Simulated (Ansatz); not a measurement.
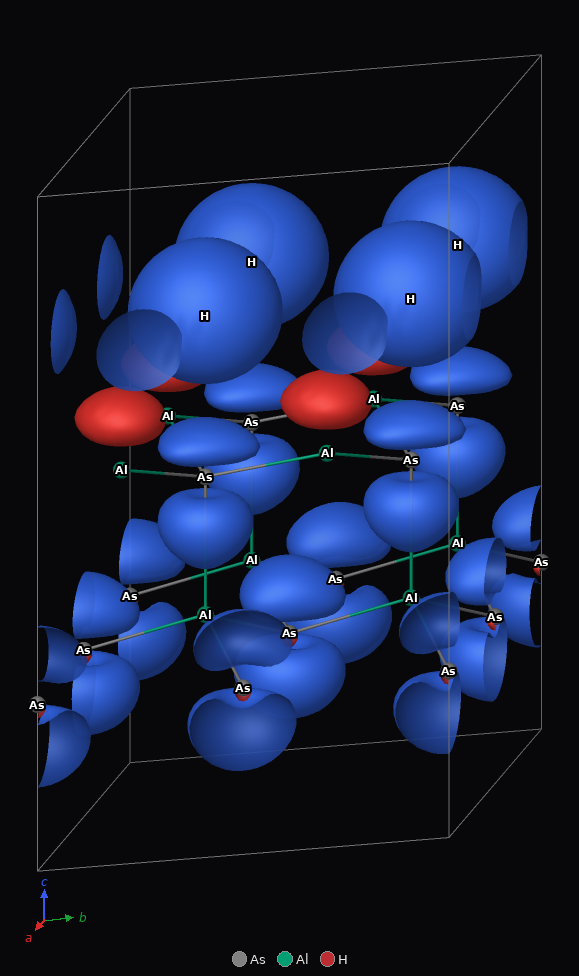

Figure. Al2As2H (slab). Isosurfaces of the magnetisation density (up minus down) at +0.008 (blue) and −0.008 e/Å³ (red), seen slightly off an axis. Sticks mark near contacts.

A point of a scan over the structure, not its minimum; not relaxed (largest force 0.6 eV/Å); PAW files of the earlier set (soft_1); spin-polarised.

The calculation used DFT PBE+D3(BJ), scalar-relativistic, plane waves, PAW (Ansatz 0.2.0).

Core electrons are frozen (PAW), and the valence fields are smoothed inside the atomic spheres.

```yaml
crystal:
  lattice:
    - [4.00498, 0.00000, 0.00000]
    - [-2.00249, 3.46841, 0.00000]
    - [0.00000, 0.00000, 21.44657]
  atoms:
    - { symbol: As, position: [0.00000, 0.00000, 0.18651] }
    - { symbol: Al, position: [0.33333, 0.66667, 0.22463] }
    - { symbol: As, position: [0.33333, 0.66667, 0.34803] }
    - { symbol: Al, position: [0.66667, 0.33333, 0.37519] }
    - { symbol: H, position: [0.33333, 0.66667, 0.49176] }
```

Describe the spin distribution.

Answer. The spin density sits on H: +0.7 μB in one cell of 5 atoms, with smaller moments on other sites: As (up to +0.07 μB): a single local moment. The cell of the calculation (5 atoms) carries 1.0 μB of net spin moment.
